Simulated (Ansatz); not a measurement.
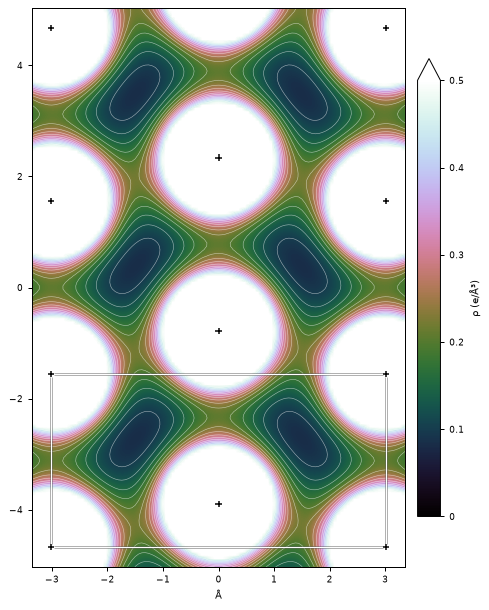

The valence electron density on a plane through atoms (crosses mark nuclei in the plane).

Method: DFT PBE, scalar-relativistic, plane waves, PAW in Ansatz.

Candidates:
A. Sn, a = 6.03 Å, b = 6.03 Å, c = 3.12 Å, α = 90.00°, β = 90.00°, γ = 90.00°. Space group I4₁/amd; a structure from a database of computed crystals, not necessarily the ambient phase; changed on purpose from its base cell (strain +0.025 along x and y, -0.025 along z, atoms carried along).
B. KMgF₃, a = 3.99 Å, b = 3.99 Å, c = 3.99 Å, α = 90.00°, β = 90.00°, γ = 89.86°. Space group Cmmm; changed on purpose from its base cell (strain +0.0025 x Voigt [0, 0, 0, 0, 0, 1], atoms carried along); computed pressure about 4 GPa in this cell.
C. ZrO₂, a = 3.44 Å, b = 3.44 Å, c = 5.48 Å, α = 90.00°, β = 90.00°, γ = 90.00°. Space group I4/mmm; changed on purpose from its base cell (strain -0.040 along x and y, +0.080 along z, atoms carried along); computed pressure about 8 GPa in this cell.

> Which system is this?

Candidate A: Sn on the (010) plane of the conventional cell, which holds Sn. Sn–Sn (3.12 Å): ρ at the midpoint is about 0.21 e/Å³.
